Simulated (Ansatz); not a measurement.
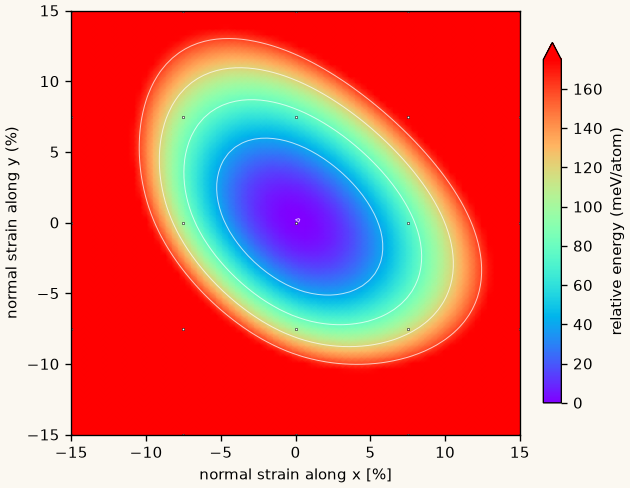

PtSe2 (P-3m1, No. 164; 3 atoms in the cell). The energy is mapped over two homogeneous strains (x along [1 0 0], y along [1 2 0], z along [0 0 1] of the conventional cell). The first coordinate is: normal strain along x; the second: normal strain along y. Nothing is relaxed (fractional coordinates fixed). Grid: 5 × 5 points. Points are written as (first, second). Energies are in meV/atom, from the lowest grid point. Theory: Ansatz 0.2.0, DFT PBE+D3(BJ), scalar-relativistic, plane waves, PAW. Settings: cutoff 420 eV, k-mesh 12×12×8 in the order of the run's cell vectors, gaussian smearing 0.15 eV, no spin polarisation.

The picture shows a smooth colour map with a few white contour lines, dots at the grid points, one colour for all values above the top of the scale. Between grid points the surface is interpolated.

Where is the minimum, and how stiff is the crystal against these two strains (in GPa)?

Answer. The interpolated minimum is at 0.0 % and 0.0 %. Divided by the cell volume of 59.4 Å³, the second derivatives of the energy there are about 240 GPa along the first strain and 240 GPa along the second, with a cross term of about 92 GPa (clamped ions). Round the minimum the valley is somewhat tilted: raising normal strain along x shifts the best value of normal strain along y downwards (coupling k₁₂/√(k₁₁k₂₂) about 0.4).

PAW datasets: the set soft_1.
